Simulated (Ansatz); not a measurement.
```yaml
crystal:
  lattice:
    - [2.83217, 0.00000, 0.00000]
    - [0.00000, 4.57954, 0.00000]
    - [0.00000, 0.00000, 23.55109]
  atoms:
    - { symbol: Ti, position: [0.50000, 0.00000, 0.16984] }
    - { symbol: Ti, position: [0.00000, 0.50000, 0.22598] }
    - { symbol: Ti, position: [0.50000, 0.00000, 0.28211] }
    - { symbol: Ti, position: [0.50000, 0.50000, 0.33949] }
    - { symbol: Ti, position: [0.00000, 0.00000, 0.39402] }
    - { symbol: Ti, position: [0.50000, 0.50000, 0.44801] }
    - { symbol: H, position: [0.50000, 0.50000, 0.53590] }
```

Not relaxed (largest force 1.9 eV/Å); computed without spin polarisation.

Level of theory: DFT PBE, scalar-relativistic, plane waves, PAW in Ansatz.

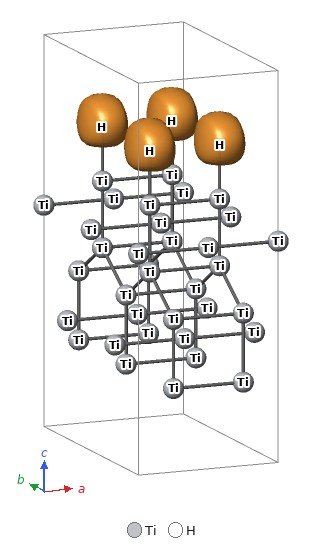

Ti₆H (slab). Isosurface of the ELF at 0.9 (orange), seen slightly off an axis. Only the valence region is drawn (cores and ρ < 0.01 e/Å³ removed). Sticks mark near contacts.

In a PAW calculation such maps are meaningful between the atoms, not at the nuclei.

### Identify the bonds, lone pairs and shells in this picture.

The ELF exceeds this value in one region around a hydrogen nucleus, counted in one cell of 7 atoms. Counts are for one cell; the picture repeats the cell along the surface. Along the contacts the grid gives the following. Ti–H (2.07 Å): the ELF climbs to about 1 towards the hydrogen. Ti–Ti (2.56 Å): the ELF is about 0.10 at the midpoint (no localised pair shows between them).

### Does the calculation make it a metal, or give it a gap?

It is metallic or semimetallic at this level of theory: no gap opens.
